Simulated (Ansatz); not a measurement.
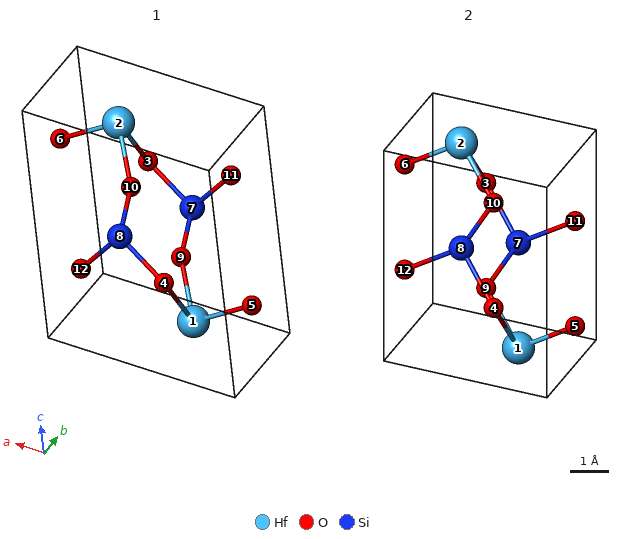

Two geometries of solid HfSiO4 (built on the tetragonal host type), drawn at one scale. One is the start of a relaxation, the other its converged end. Style: ball-and-stick. Shown: the cell of the calculation, from a free direction.

Theory: DFT, PBE, plane waves, PAW (Ansatz). (plane-wave cutoff 420 eV; k-point mesh 6 × 8 × 4; occupations fermi dirac; smearing width 0.02 eV; no spin polarisation; cell and atoms relaxed; force threshold 0.005 eV/Å)

> Which one is relaxed?

Structure 1 is the relaxed one. The largest moves relative to the cell, 0.94 Å, are those of O9, O10, O11 and O12. O12 goes along [−1 0 −1]. By element the largest moves are O 0.94 Å, Si 0.60 Å, Hf 0.51 Å. The drawn cell changes as follows: a 4.720 → 5.431 Å (+15.0 %), b 3.248 → 3.632 Å (+11.8 %), c 6.495 → 6.871 Å (+5.8 %), β 90.0° → 77.9°; the volume changes by +33.1 %. Some distances before and after: Si7–O12 2.163 → 3.882 Å, Hf1–Hf2 3.293 → 4.710 Å, Hf1–O6 2.163 → 3.519 Å, Si7–O10 2.163 → 3.294 Å. Bonds break, among them: Hf1–O6 (2.16 → 3.52 Å), Hf2–O5 (2.16 → 3.52 Å). Bond angles that change, for instance: O4–Si8–O5 71.2° → 115.9°, O5–Si8–O10 168.5° → 124.1°, O12–Si8–O12 120.3° → 159.1°. The space group stays P2_1/m (No. 11). The energy falls by 864 meV per atom in 24 accepted moves (31 points after the start). The largest force component goes from 6.4 to 0.00088 eV/Å. The pressure goes from 66.20 to 0.00 GPa. The line search rejected the trial steps at points 12, 21, 26 of the run. The SCF was repeated 4 times at an unchanged geometry on a basis and grid sized afresh for the cell, which shifted the energy by 53.7 meV per atom at most.
